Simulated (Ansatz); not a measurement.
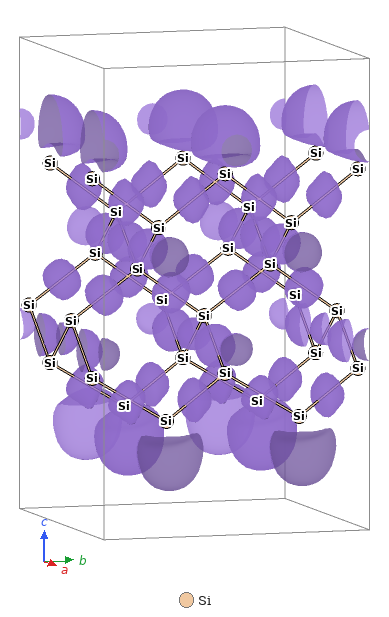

Figure 1: Si (slab). Isosurface of the ELF at 0.85 (purple), seen slightly off an axis. Core shells and regions of very low density are left out. Sticks mark near contacts.

Not relaxed (largest force 0.6 eV/Å).

These are results of DFT PBE, scalar-relativistic, plane waves, PAW (Ansatz), not measurements.

In a PAW calculation such maps are meaningful between the atoms, not at the nuclei.

### Identify the bonds, lone pairs and shells in this picture.

The surface consists of ten regions between bonded Si–Si atoms and two lobes on Si, pointing away from the bonds (lone pairs), counted in one cell of 6 atoms. Counts are for one cell; the picture repeats the cell along the surface.

Values along the shortest contacts:
Si–Si (2.37 Å): the ELF peaks at about 0.95 between the atoms. Si–Si (2.41 Å): the ELF peaks at about 0.95 between the atoms.
